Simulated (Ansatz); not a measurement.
# Si3N4: the cell at several levels of theory, part 3 of 3

The system is Si3N4 in the beta-nitride host structure, a generated structure that needn't be the ground state.

Ansatz 0.2.0, plane waves.

## Step 4: Relaxing with PBEsol

It starts from the cell of step 2.

File input.yaml:

```yaml
crystal:
  lattice:
    - [7.6638651611, 0.0, 0.0]
    - [-3.8319325806, 6.6371019207, 0.0]
    - [0.0, 0.0, 2.9263012369]
  atoms:
    - { symbol: Si, position: [0.2310840955, 0.8249752458, 0.75] }
    - { symbol: Si, position: [0.4061088496, 0.2310840955, 0.25] }
    - { symbol: Si, position: [0.8249752458, 0.5938911504, 0.25] }
    - { symbol: Si, position: [0.1750247542, 0.4061088496, 0.75] }
    - { symbol: Si, position: [0.5938911504, 0.7689159045, 0.75] }
    - { symbol: Si, position: [0.7689159045, 0.1750247542, 0.25] }
    - { symbol: "N", position: [0.3333333333, 0.6666666667, 0.75] }
    - { symbol: "N", position: [0.6666666667, 0.3333333333, 0.25] }
    - { symbol: "N", position: [0.9691646192, 0.6699931104, 0.75] }
    - { symbol: "N", position: [0.2991715089, 0.9691646192, 0.25] }
    - { symbol: "N", position: [0.6699931104, 0.7008284911, 0.25] }
    - { symbol: "N", position: [0.3300068896, 0.2991715089, 0.75] }
    - { symbol: "N", position: [0.0308353808, 0.3300068896, 0.25] }
    - { symbol: "N", position: [0.7008284911, 0.0308353808, 0.75] }
kpoints:
  mp_grid: { grid: [6, 6, 8] }
hamiltonian:
  xc: pbesol
scf:
  occupations: { method: fermi_dirac, width: 0.02 }
relax:
  f_tol: 0.005
  cell: {}
```

The program printed:

```text
Engine: ansatz 0.2.0, x86_64-unknown-linux-gnu
Pseudopotentials: kind: paw
Pseudopotential: Si, paw, valence charge 4, recommended cutoff 420 eV (normal), Si.paw.azcp
Pseudopotential: N, paw, valence charge 5, recommended cutoff 420 eV (normal), N.paw.azcp
Functional definition: PBEsol
  exchange = pbesol_x
  correlation = pbesol_c
Crystal: 14 atoms, lattice volume = 148.849 Å³
Basis set: ecut = 420 eV, 2907 PW (Γ), exchange–correlation on 108×108×40 points (8 copies of the dense FFT grid, shifted against one another)
Bands: 46, of which v1, the nominal top of the filled ones, is band 32 counted from 1 (31 counted from 0)
Symmetry: 12 space group operations
Space group: P63/m (ITA 176), of the structure as read, at distance tolerance 5.3e-5 Å
k-points: 40 of 288
Non-local potential: Si, projectors of the file, l = 0: 2, l = 1: 2, l = 2: 2
Non-local potential: N, projectors of the file, l = 0: 2, l = 1: 2, l = 2: 1
PAW form: soft (Blöchl's): semilocal exchange-correlation on the pseudo side does not see the compensation charge
PAW frozen core: Si, regenerated for the run's functional, and the local potential with it (the file was generated under x = pbe(κ = 0.804, μ = 0.2195149727645171), c = pbe(β = 0.06672455060314922))
PAW frozen core: N, regenerated for the run's functional, and the local potential with it (the file was generated under x = pbe(κ = 0.804, μ = 0.2195149727645171), c = pbe(β = 0.06672455060314922))
PAW one-centre angular grid: Si, 110 points (default); XC on 64 Gauss nodes
PAW one-centre angular grid: N, 110 points (default); XC on 64 Gauss nodes
Initial density: superposition of atomic densities (neutral atoms: chi_scale 0, normalization atom), corrected by the library's trained network
Initial wavefunctions: pseudopotential atomic-orbital guess
Functional: x = pbesol(κ = 0.804, μ = 0.12345679012345678), c = pbesol(β = 0.046)
SCF iter   1: F=—  HF=-6773.815632 eV  |F-HF|=—  |Δ(HF+E_count)|=         —  Δρ=9.88e-3  dr2=1.39e-1  ethr=1.77e-3  ⟨swp⟩=7.5  Hψ=9865  notcnv=0  defer=3
preconditioner: auto → Resta (q_TF=auto, 2.370 Å⁻¹)  ε∞=4.0  [insulator: Δε(μ)=4.013 eV  Ē_g=13.986 eV  σ=0.020 eV  W_gap=1.00  n_scr=32 (ndim 8)  ℏωp=24.3 eV  f_vac=0.036  D(μ)=0.00/eV (n_scr^D=0)  ε∞_Penn≈4.0]
SCF iter   2: F=—  HF=-6773.775618 eV  |F-HF|=—  |Δ(HF+E_count)|=   4.00e-2  Δρ=1.75e-3  dr2=3.77e-3  ethr=2.17e-4  ⟨swp⟩=2.0  Hψ=3313  notcnv=0  defer=320
SCF iter   3: F=—  HF=-6773.775485 eV  |F-HF|=—  |Δ(HF+E_count)|=   1.33e-4  Δρ=8.89e-4  dr2=8.67e-4  ethr=5.89e-6  ⟨swp⟩=2.3  Hψ=2737  notcnv=0  defer=320
SCF iter   4: F=—  HF=-6773.775537 eV  |F-HF|=—  |Δ(HF+E_count)|=   5.13e-5  Δρ=8.96e-5  dr2=9.19e-6  ethr=1.35e-6  ⟨swp⟩=2.5  Hψ=2805  notcnv=0  defer=320
SCF iter   5: F=—  HF=-6773.775695 eV  |F-HF|=—  |Δ(HF+E_count)|=   1.59e-4  Δρ=1.98e-5  dr2=6.84e-7  ethr=1.44e-8  ⟨swp⟩=2.0  Hψ=2490  notcnv=0  defer=320
SCF iter   6: F=—  HF=-6773.775696 eV  |F-HF|=—  |Δ(HF+E_count)|=   5.44e-7  Δρ=9.84e-6  dr2=1.70e-7  ethr=1.56e-10  ⟨swp⟩=5.0  Hψ=6722  notcnv=0
SCF iter   7: F=-6773.775696 eV  HF=-6773.775696 eV  |F-HF|=3.03e-8  |Δ(HF+E_count)|=   4.87e-8  Δρ=4.00e-6  dr2=3.39e-8  ethr=1.56e-10  ⟨swp⟩=4.9  Hψ=5948  notcnv=0
SCF 1 converged in 7 iterations: F = -6773.775696 eV  dr2 = 3.39e-8
relax step   1: F+E_penalty+E_count = -6773.77569585 eV  Δ(F+E_penalty+E_count) = +0.000e0 eV  max|allowed force component| = 2.999e-2 eV/Å  Δτ_max = 0.0000 Å  P = -3.655 GPa  Ω = 148.849 Å³  (7 SCF iters, dr2 threshold 1.00e-7 eV, accepted)
Crystal: 14 atoms, lattice volume = 147.641 Å³
Initial density: handed on by an earlier stage of this run
Initial wavefunctions: those handed on with the density
iter 1 solved again at ethr=1.29e-5 eV; its pass at ethr=3.10e-3 eV (dr2=8.25e-3 eV) is discarded
SCF iter   1: F=—  HF=-6773.802588 eV  |F-HF|=—  |Δ(HF+E_count)|=         —  Δρ=2.34e-3  dr2=7.87e-3  ethr=1.29e-5  ⟨swp⟩=4.5  Hψ=7012  notcnv=0
preconditioner: auto → Resta (q_TF=auto, 2.373 Å⁻¹)  ε∞=4.0  [insulator: Δε(μ)=4.190 eV  Ē_g=14.131 eV  σ=0.020 eV  W_gap=1.00  n_scr=32 (ndim 8)  ℏωp=24.4 eV  f_vac=0.035  D(μ)=0.00/eV (n_scr^D=0)  ε∞_Penn≈4.0]
SCF iter   2: F=—  HF=-6773.800265 eV  |F-HF|=—  |Δ(HF+E_count)|=   2.32e-3  Δρ=8.45e-4  dr2=8.85e-4  ethr=1.23e-5  ⟨swp⟩=2.4  Hψ=3405  notcnv=0
SCF iter   3: F=—  HF=-6773.800208 eV  |F-HF|=—  |Δ(HF+E_count)|=   5.70e-5  Δρ=3.34e-4  dr2=1.48e-4  ethr=1.38e-6  ⟨swp⟩=2.0  Hψ=2799  notcnv=0
SCF iter   4: F=—  HF=-6773.800182 eV  |F-HF|=—  |Δ(HF+E_count)|=   2.61e-5  Δρ=4.53e-5  dr2=4.84e-6  ethr=2.31e-7  ⟨swp⟩=2.0  Hψ=3120  notcnv=0
SCF iter   5: F=-6773.800185 eV  HF=-6773.800185 eV  |F-HF|=1.53e-7  |Δ(HF+E_count)|=   3.04e-6  Δρ=2.37e-5  dr2=9.82e-7  ethr=2.19e-9  ⟨swp⟩=4.8  Hψ=5940  notcnv=0
SCF 2 converged in 5 iterations: F = -6773.800185 eV  dr2 = 9.82e-7
relax step   2: F+E_penalty+E_count = -6773.80018502 eV  Δ(F+E_penalty+E_count) = -2.449e-2 eV  max|allowed force component| = 2.511e-2 eV/Å  Δτ_max = 0.0067 Å  P = -1.775 GPa  Ω = 147.641 Å³  energy of the carried Pulay correction = +3.675e-3 eV  (5 SCF iters, dr2 threshold 1.40e-6 eV, accepted)
Crystal: 14 atoms, lattice volume = 146.568 Å³
Basis set: ecut = 420 eV, 2859 PW (Γ), exchange–correlation on 108×108×40 points (8 copies of the dense FFT grid, shifted against one another)
iter 1 solved again at ethr=9.47e-6 eV; its pass at ethr=3.10e-3 eV (dr2=6.06e-3 eV) is discarded
SCF iter   1: F=—  HF=-6773.811161 eV  |F-HF|=—  |Δ(HF+E_count)|=         —  Δρ=1.96e-3  dr2=5.72e-3  ethr=9.47e-6  ⟨swp⟩=2.9  Hψ=6549  notcnv=0
preconditioner: auto → Resta (q_TF=auto, 2.376 Å⁻¹)  ε∞=4.0  [insulator: Δε(μ)=4.225 eV  Ē_g=14.194 eV  σ=0.020 eV  W_gap=1.00  n_scr=32 (ndim 8)  ℏωp=24.5 eV  f_vac=0.035  D(μ)=0.00/eV (n_scr^D=0)  ε∞_Penn≈4.0]
SCF iter   2: F=—  HF=-6773.809407 eV  |F-HF|=—  |Δ(HF+E_count)|=   1.75e-3  Δρ=5.99e-4  dr2=4.94e-4  ethr=8.93e-6  ⟨swp⟩=2.0  Hψ=3302  notcnv=0
SCF iter   3: F=—  HF=-6773.809462 eV  |F-HF|=—  |Δ(HF+E_count)|=   5.56e-5  Δρ=2.68e-4  dr2=1.09e-4  ethr=7.73e-7  ⟨swp⟩=1.4  Hψ=2232  notcnv=0
SCF iter   4: F=—  HF=-6773.809445 eV  |F-HF|=—  |Δ(HF+E_count)|=   1.74e-5  Δρ=4.03e-5  dr2=3.45e-6  ethr=1.70e-7  ⟨swp⟩=2.0  Hψ=3120  notcnv=0
SCF iter   5: F=-6773.809448 eV  HF=-6773.809448 eV  |F-HF|=2.83e-7  |Δ(HF+E_count)|=   2.93e-6  Δρ=1.50e-5  dr2=4.39e-7  ethr=2.19e-9  ⟨swp⟩=4.0  Hψ=5769  notcnv=0
SCF 3 converged in 5 iterations: F = -6773.809448 eV  dr2 = 4.39e-7
relax step   3: F+E_penalty+E_count = -6773.80944792 eV  Δ(F+E_penalty+E_count) = -9.263e-3 eV  max|allowed force component| = 7.263e-3 eV/Å  Δτ_max = 0.0034 Å  P = +0.012 GPa  Ω = 146.568 Å³  energy of the carried Pulay correction = +6.964e-3 eV  (5 SCF iters, dr2 threshold 1.40e-6 eV, accepted)
[... 10 lines left out ...]
relax step   4: F+E_penalty+E_count = -6773.80942523 eV  Δ(F+E_penalty+E_count) = +2.269e-5 eV  max|allowed force component| = 3.124e-3 eV/Å  Δτ_max = 0.0005 Å  P = -0.004 GPa  Ω = 146.580 Å³  energy of the carried Pulay correction = +6.926e-3 eV  (6 SCF iters, dr2 threshold 3.30e-9 eV, accepted)
[... 8 lines left out ...]
relax step   5: F+E_penalty+E_count = -6773.80332082 eV  Δ(F+E_penalty+E_count) = +6.104e-3 eV  max|allowed force component| = 3.297e-3 eV/Å  Δτ_max = 0.0000 Å  P = -0.081 GPa  Ω = 146.580 Å³  stress off target by 8.07e-2 GPa  SCF on the basis re-selected at this cell (its energy is not comparable with the rows above)  (4 SCF iters)
[... 9 lines left out ...]
relax step   6: F+E_penalty+E_count = -6773.80347415 eV  Δ(F+E_penalty+E_count) = -1.533e-4 eV  max|allowed force component| = 3.646e-4 eV/Å  Δτ_max = 0.0002 Å  P = -0.001 GPa  Ω = 146.534 Å³  energy of the carried Pulay correction = +1.399e-4 eV  (4 SCF iters, dr2 threshold 1.63e-8 eV, accepted)
iter 1 solved again at ethr=1.33e-7 eV; its pass at ethr=3.10e-3 eV (dr2=8.51e-5 eV) is discarded
SCF iter   1: F=—  HF=-6773.803168 eV  |F-HF|=—  |Δ(HF+E_count)|=         —  Δρ=3.81e-6  dr2=1.22e-8  ethr=1.33e-7  ⟨swp⟩=4.2  Hψ=15702  notcnv=0
eigensolver tolerance schedule: the retry pair's looser diagonalisation over-reported the residual by 6970.01 of it (diagonalisation noise at 0.43 of the residual, at the tolerance the schedule requests for it); recorded, not acted on — ethr = c·dr2/N_el stays at c = 1.0e-1
preconditioner: auto → Resta (q_TF=auto, 2.376 Å⁻¹)  ε∞=4.0  [insulator: Δε(μ)=4.205 eV  Ē_g=14.184 eV  σ=0.020 eV  W_gap=1.00  n_scr=32 (ndim 8)  ℏωp=24.5 eV  f_vac=0.035  D(μ)=0.00/eV (n_scr^D=0)  ε∞_Penn≈4.0]
SCF iter   2: F=—  HF=-6773.803279 eV  |F-HF|=—  |Δ(HF+E_count)|=   1.11e-4  Δρ=2.06e-6  dr2=7.79e-9  ethr=1.91e-11  ⟨swp⟩=3.3  Hψ=4402  notcnv=0
SCF iter   3: F=—  HF=-6773.803279 eV  |F-HF|=—  |Δ(HF+E_count)|=   2.35e-9  Δρ=1.09e-6  dr2=2.91e-9  ethr=1.22e-11  ⟨swp⟩=2.0  Hψ=2330  notcnv=0
SCF iter   4: F=—  HF=-6773.803279 eV  |F-HF|=—  |Δ(HF+E_count)|=   2.70e-9  Δρ=5.00e-7  dr2=2.23e-10  ethr=4.55e-12  ⟨swp⟩=2.1  Hψ=2967  notcnv=0
SCF iter   5: F=-6773.803279 eV  HF=-6773.803279 eV  |F-HF|=3.27e-11  |Δ(HF+E_count)|=  1.91e-10  Δρ=3.25e-7  dr2=9.03e-11  ethr=1.00e-12  ⟨swp⟩=6.9  Hψ=6788  notcnv=0
SCF 7 converged in 5 iterations: F = -6773.803279 eV  dr2 = 9.03e-11
relax step   7: F+E_penalty+E_count = -6773.80327919 eV  Δ(F+E_penalty+E_count) = +1.950e-4 eV  max|allowed force component| = 3.728e-4 eV/Å  Δτ_max = 0.0000 Å  P = -0.002 GPa  Ω = 146.534 Å³  stress off target by 2.86e-3 GPa  SCF on the basis re-selected at this cell (its energy is not comparable with the rows above)  (5 SCF iters)
basis re-selected at this cell: Δ(F+E_penalty+E_count) = +1.950e-4 eV, ΔP = -0.001 GPa vs the last step (what re-selecting the basis moved, of the pressure what is left beyond the Pulay correction that the steps carried, after the strain that the cell walked since its last selection, with what the two solves' SCF thresholds leave and, on support functions, any second-order correction that the steps lacked; it is no measure of the basis error at this ecutwfc). This SCF's stress stands 2.86e-3 GPa from its target on what of the cell is left free (relax.cell.stress_tol is 5.00e-2 GPa) and its largest allowed force component is 3.73e-4 eV/Å (relax.f_tol is 5.00e-3 eV/Å): within both
SCF converged after 5 iterations
Free energy (F): -6773.803279 eV
Harris-Foulkes:  -6773.803279 eV  (|F-HF|=3.27e-11)
Internal energy: -6773.803279 eV  (E = F + TS)
E sigma→0 (E₀):  -6773.803279 eV
Fermi energy:    10.215439 eV
--- Per-component energies (eV) ---
  E_band       = 53.579333
  E_kinetic    = 1346.529755
  E_local      = -2149.819017  (includes V_loc(G=0)·N_el)
  E_nonlocal   = 511.623109
  E_hartree    = 713.952436
  E_xc         = -818.389125
  E_vxc        = -907.953669  (∫ρ·V_xc dr)
  E_paw        = -3979.157830  (= ΣΔE_a)
  E_vpaw       = -174.706731  (= ΣTr[D̂ρ^β])
  E_aug_tail   = 0.000809  (compensation charges beyond the density's cutoff)
  E_ewald      = -2398.957570
  E_core_change = 0.414155  (= ΣΔE_core)
  E_smearing   = -0.000000  (= −TS)
  E_closure    = -0.000000  (closes the sum)
  Σ components = -6773.803279   (vs F -6773.803279, Δ=0.00e0)
--- Forces (eV/Å), atoms counted from 1 ---
  atom   1  Si     0.00033940    -0.00015781     0.00000000
  atom   2  Si     0.00030637     0.00021502    -0.00000000
  atom   3  Si     0.00003303    -0.00037283     0.00000000
  atom   4  Si    -0.00003303     0.00037283    -0.00000000
  atom   5  Si    -0.00030637    -0.00021502     0.00000000
  atom   6  Si    -0.00033940     0.00015781     0.00000000
  atom   7  N     -0.00000000     0.00000000     0.00000000
  atom   8  N      0.00000000    -0.00000000    -0.00000000
  atom   9  N     -0.00002025    -0.00004919    -0.00000000
  atom  10  N      0.00003248    -0.00004213    -0.00000000
  atom  11  N     -0.00005272    -0.00000706     0.00000000
  atom  12  N      0.00005272     0.00000706    -0.00000000
  atom  13  N      0.00002025     0.00004919     0.00000000
  atom  14  N     -0.00003248     0.00004213     0.00000000
  max |Σ_I F_I| component: 2.38e-18 eV/Å
--- Stress (GPa, compression-positive) ---
       -0.002863       0.000000       0.000000
       -0.000000      -0.002863       0.000000
        0.000000       0.000000       0.000580
  P = ⅓ Tr σ = -0.0017 GPa (-0.017 kbar)
--- Band table (eV; the first three rows and the last of 40) ---
  k-point 0: bands = ["-10.0437", "-8.5673", "-8.5673", "-7.9468", "-7.8036", "-7.8036", "-6.5466", "-6.2296", "0.0276", "0.0276", "0.1160", "0.7479", "0.7479", "2.2600", "2.2600", "3.1164", "3.5613", "4.0622", "4.0622", "4.2508", "4.2508", "4.8125", "4.8125", "4.8387", "5.3568", "6.5813", "6.5813", "6.8168", "6.8168", "7.6468", "7.7327", "7.9187", "12.3122", "12.7076", "12.8987", "12.8987", "13.1990", "13.1990", "13.8953", "15.4543", "16.0149", "16.0149", "16.6582", "17.5227", "17.5227", "17.7978"]
  k-point 1: bands = ["-9.8553", "-8.3976", "-8.3976", "-7.8150", "-7.6567", "-7.6567", "-6.4711", "-6.2008", "0.0505", "0.0505", "0.2370", "0.7804", "0.7804", "2.3280", "2.3280", "2.7795", "3.1297", "3.5406", "3.5406", "3.6258", "3.6258", "4.5931", "4.7150", "4.7150", "4.7755", "6.5411", "6.5411", "6.8507", "6.8507", "7.0304", "7.1967", "8.1069", "13.3273", "13.4491", "13.7526", "13.7526", "13.7569", "13.7569", "14.2226", "15.5354", "15.8158", "15.8158", "17.0670", "17.0841", "17.0841", "17.2106"]
  k-point 2: bands = ["-9.3120", "-7.9231", "-7.9231", "-7.4702", "-7.2684", "-7.2684", "-6.2955", "-6.1981", "-0.1772", "-0.1772", "0.5365", "0.5365", "0.5555", "1.4107", "2.3101", "2.3101", "2.6070", "2.6383", "2.6383", "3.0690", "3.0690", "3.5415", "4.4925", "4.6598", "4.6598", "5.8964", "6.4379", "6.4379", "6.5054", "6.7881", "6.7881", "8.0498", "13.6622", "13.6622", "14.5261", "14.7113", "14.7113", "14.9543", "15.1827", "15.7160", "15.7160", "15.9061", "15.9143", "15.9143", "16.4843", "16.8748"]
  k-point 39: bands = ["-7.5025", "-7.5025", "-6.8976", "-6.8976", "-6.8784", "-6.8784", "-6.2112", "-6.2112", "-1.0324", "-1.0324", "-0.4020", "-0.4020", "-0.1617", "-0.1617", "1.5990", "1.5990", "1.9026", "1.9026", "3.2756", "3.2756", "3.5063", "3.5063", "3.7573", "3.7573", "5.3601", "5.3601", "6.2082", "6.2082", "6.7167", "6.7167", "6.9898", "6.9898", "12.9839", "12.9839", "13.7938", "13.7938", "14.1541", "14.1541", "14.3493", "14.3493", "14.5964", "14.5964", "15.6064", "15.6064", "17.0227", "17.0227"]
--- Relaxed structure (5 steps of the walk, 5 accepted, 2 SCFs on fresh bases) ---
  F+E_penalty+E_count = -6773.80327919 eV   max|allowed force component| = 3.728e-4 eV/Å   (the final SCF, on the basis selected at the relaxed cell)
  cell:  # Å, volume = 146.5341 Å³
    - [7.624762278788391, 2.8720406742677334e-11, 0.0]
    - [-3.8123811394190676, 6.603237831233712, 0.0]
    - [0.0, 0.0, 2.910419243049591]
  atoms:
    - { symbol: Si, position: [0.23242291960929326, 0.8260485052033335, 0.7500000000000001] }
    - { symbol: Si, position: [0.40637441440595967, 0.23242291960929323, 0.25] }
    - { symbol: Si, position: [0.8260485052033333, 0.5936255855940403, 0.25] }
    - { symbol: Si, position: [0.17395149479666663, 0.4063744144059599, 0.7500000000000001] }
    - { symbol: Si, position: [0.5936255855940402, 0.7675770803907069, 0.7500000000000001] }
    - { symbol: Si, position: [0.7675770803907068, 0.17395149479666666, 0.25] }
    - { symbol: N, position: [0.3333333333333333, 0.6666666666666669, 0.7500000000000001] }
    - { symbol: N, position: [0.6666666666666667, 0.3333333333333334, 0.25] }
    - { symbol: N, position: [0.9703735743546058, 0.6700011956107151, 0.7500000000000001] }
    - { symbol: N, position: [0.3003723787438909, 0.9703735743546058, 0.25] }
    - { symbol: N, position: [0.6700011956107148, 0.6996276212561092, 0.25] }
    - { symbol: N, position: [0.32999880438928514, 0.3003723787438909, 0.7500000000000001] }
    - { symbol: N, position: [0.02962642564539439, 0.3299988043892852, 0.25] }
    - { symbol: N, position: [0.699627621256109, 0.02962642564539435, 0.7500000000000001] }
```

Wall time 35 s (1 × NVIDIA H100 80GB HBM3 with 2 threads of AMD EPYC 7R13 (Zen 3), shared host); peak host memory 1.2 GiB.

The steps:

```csv
step,energy change (meV/atom),largest force (eV/Å),pressure (GPa),volume (Å³/atom)
1,0.0,0.0300,-3.65,10.632
2,-1.7,0.0251,-1.77,10.546
3,-2.4,0.0073,0.01,10.469
4,-2.4,0.0031,0.00,10.470
5,-2.0,0.0033,-0.08,10.470
6,-2.0,0.0004,0.00,10.467
7,-2.0,0.0004,0.00,10.467
```

Step 5 solves the same cell on a plane-wave basis chosen anew, so the energy can jump there without a move.

The table lists every geometry solved, with passes on a fresh basis, whose energies don't compare exactly with the rows above.

|  | before | after | change |
| --- | --- | --- | --- |
| a (Å) | 7.664 | 7.625 | -0.51 % |
| c (Å) | 2.926 | 2.910 | -0.54 % |
| volume (Å³/atom) | 10.632 | 10.467 | -1.56 % |
| shortest distance (Å) | 1.743 | 1.733 | -0.54 % |
| space group | P6_3/m | P6_3/m | same |

## Step 5: The cells side by side

The summary covers parts 1 to 3.

| level | a (Å) | c (Å) | volume (Å³/atom) | space group | SCF geometries |
| --- | --- | --- | --- | --- | --- |
| PBE | 7.664 | 2.926 | 10.632 | P6_3/m | 8 |
| r2SCAN | 7.606 | 2.906 | 10.397 | P6_3/m | 6 |
| PBEsol | 7.625 | 2.910 | 10.467 | P6_3/m | 7 |

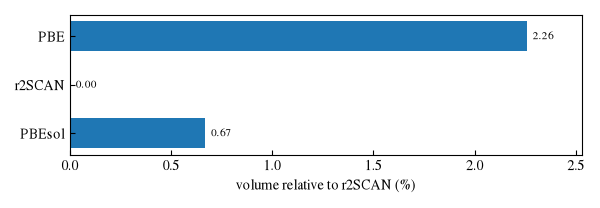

Relaxed volume of each level against r2SCAN.

In words: The first relaxation changed the volume by +2.3 % from the start. The volume runs from r2SCAN (least) to PBE (most), a spread of 2.3 %, or 0.7 % in length if all axes shared it alike.
